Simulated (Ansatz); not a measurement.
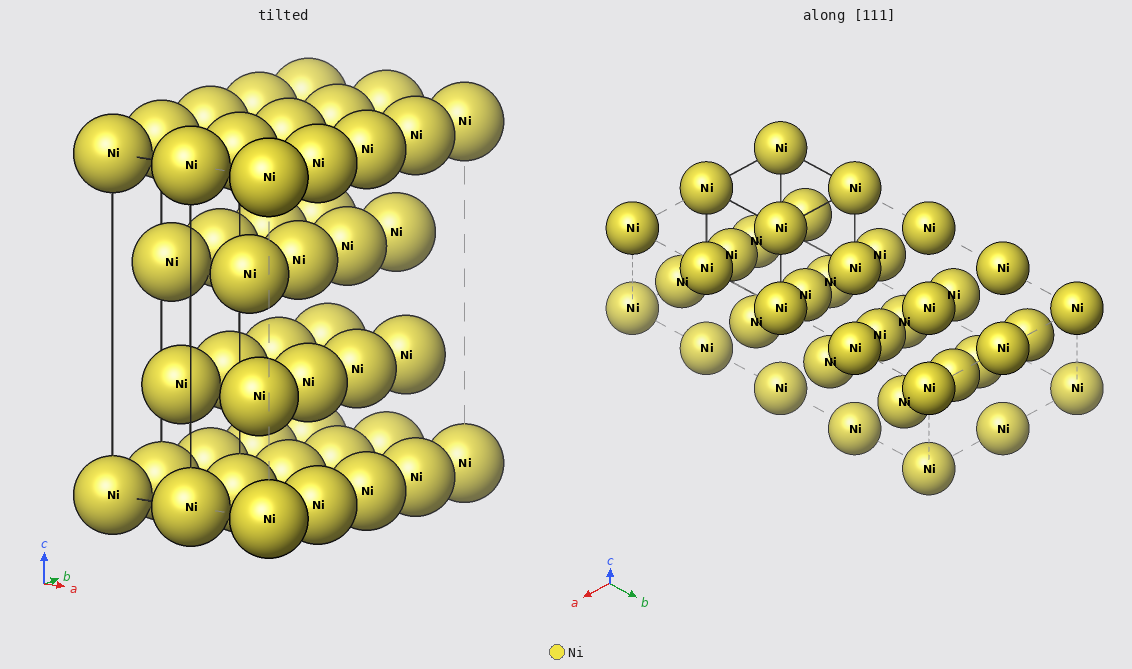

Spheres-only drawing of the structure, looking slightly off an axis and along [111]. The solid box is one conventional unit cell, and 2×4×1 cells are shown. Cell: a = 2.310 Å, b = 2.310 Å, c = 6.209 Å, α = 90.00°, β = 90.00°, γ = 120.00°.

What structure is drawn here?

The element is nickel. It is rhombohedral (trigonal R), space group R-3m (No. 166). The cell holds three atoms. Ni is linked to twelve Ni in a distorted cuboctahedral arrangement at about 2.3 to 2.5 Å.

It derives from a structure listed in the Materials Project. It was relaxed with DFT PBEsol, scalar-relativistic, plane waves, PAW (Ansatz 0.2.0) under a constraint or pressure on the cell, so some stress remains.

At this level of theory the cell isn't at rest (compressed, at 26 GPa), so its distances can differ from those at equilibrium, the more so the softer the solid.
